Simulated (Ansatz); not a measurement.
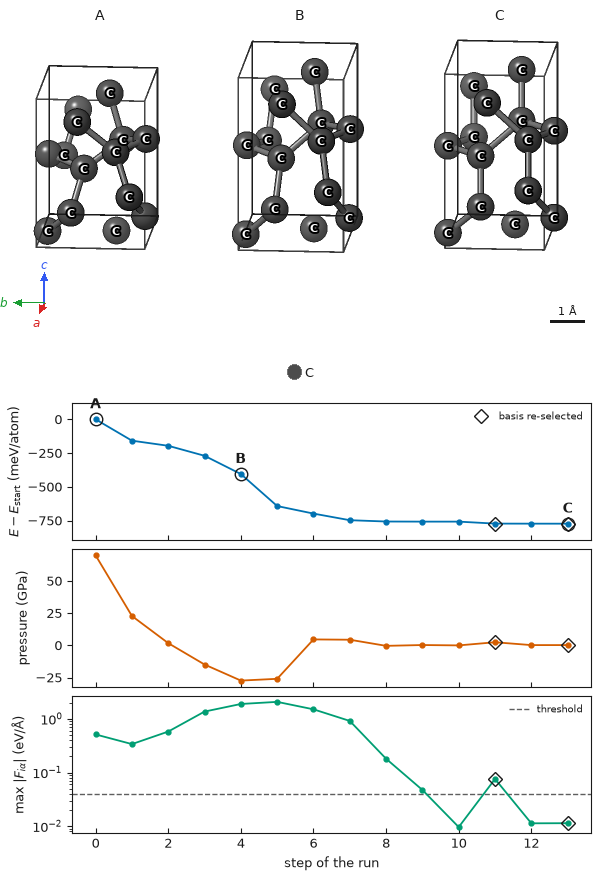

Frames of a relaxation of solid C (a generated structure, set up in Pca2_1) (coarse preliminary run), marked on the history of the run. Style: ball-and-stick. Shown: the cell of the calculation, from a free direction.

Computed with Ansatz, DFT PBE, scalar-relativistic, plane waves, PAW. Set-up: plane-wave cutoff 420 eV; k-point mesh 4 × 6 × 4; occupations gaussian; smearing width 0.1 eV; no spin polarisation; cell and atoms relaxed; force threshold 0.04 eV/Å; at most 70 steps.

**What happens along the run?**

Over 11 accepted moves (13 points after the start) the energy falls by 773 meV per atom. Largest force component: 0.51 eV/Å at the start, 0.011 eV/Å at the end. Pressure: 69.85 GPa at the start and 0.22 GPa at the end. The SCF was repeated twice at an unchanged geometry on a basis and grid sized afresh for the cell, which shifted the energy by 14.6 meV per atom at most. The largest moves relative to the cell, 0.35 Å, are those of C atoms. The drawn cell changes as follows: a 4.469 → 4.547 Å (+1.7 %), b 3.281 → 3.019 Å (−8.0 %), c 4.586 → 5.379 Å (+17.3 %); the volume changes by +9.8 %. Near-neighbour distances that change, for instance: C–C 2.183 → 1.547 Å, C–C 1.473 → 1.670 Å, C–C 1.420 → 1.547 Å, C–C 1.467 → 1.573 Å. New bonds form: C–C (2.18 → 1.55 Å). Bond angles that change, for instance: C–C–C 111.2° → 132.0°, C–C–C 105.2° → 85.4°, C–C–C 116.3° → 100.7°. The space group (tolerance 0.01 Å) goes from Pca2_1 (No. 29) to Cmme (No. 67). Cost: 2 min on 1 thread of Arm Neoverse V1, with other jobs on the host, peak memory 0.33 GiB. From step 0 to 4: C atoms move most (0.16 Å), volume +22.5 %, energy −405 meV per atom. From step 4 to 13: C atoms move most (0.22 Å), volume −10.4 %, energy −368 meV per atom.

```
step  E − E(0), meV/atom  largest force component, eV/Å  pressure, GPa  volume, Å³/atom                      note
   0                0.00                         0.5119          69.85            5.604                          
   1             -158.00                         0.3384          22.80            6.169                          
   2             -195.86                         0.5794           1.72            6.506                          
   3             -269.94                         1.3649         -14.87            6.757                          
   4             -405.21                         1.8906         -27.35            6.864                          
   5             -642.24                         2.0699         -25.96            6.571                          
   6             -698.15                         1.5032           4.61            6.067                          
   7             -747.13                         0.9136           4.38            6.077                          
   8             -756.83                         0.1804          -0.37            6.125                          
   9             -757.64                         0.0473           0.26            6.112                          
  10             -757.69                         0.0096          -0.03            6.116                          
  11             -772.30                         0.0758           2.42            6.116  same geometry, new basis
  12             -772.72                         0.0113           0.21            6.152                          
  13             -772.89                         0.0114           0.22            6.152  same geometry, new basis
```
